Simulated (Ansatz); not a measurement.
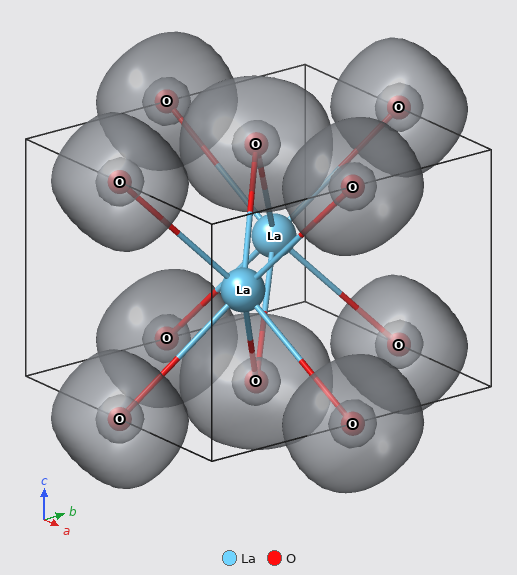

Figure. La$_{2}$O$_{3}$. Isosurface of the ELF at 0.65 (grey), seen slightly off an axis. Only the valence region is drawn (cores and ρ < 0.01 e/Å³ removed). Sticks mark near contacts.

Space group P321; a structure from a database of computed crystals, not necessarily the ambient phase; computed pressure about −5 GPa in this cell.

Computed with Kohn-Sham DFT of a periodic cell, LDA, Ansatz PAW (Ansatz 0.2.0).

Core electrons are frozen (PAW), and the valence fields are smoothed inside the atomic spheres.

What do the ELF domains correspond to?

At this value the surface marks out three regions wrapped around O (the valence shell of each), counted in one cell of 5 atoms. Any copies at cell faces, edges or corners count once.

Values along the shortest contacts:
La–O (2.46 Å): the ELF is about 0.25 at the midpoint (a largely ionic contact).

Does the calculation make it a metal, or give it a gap?

It is gapped, with a Kohn–Sham gap of 1.5 eV on the k-point mesh (the band edges may lie off the mesh, which would make the gap smaller).
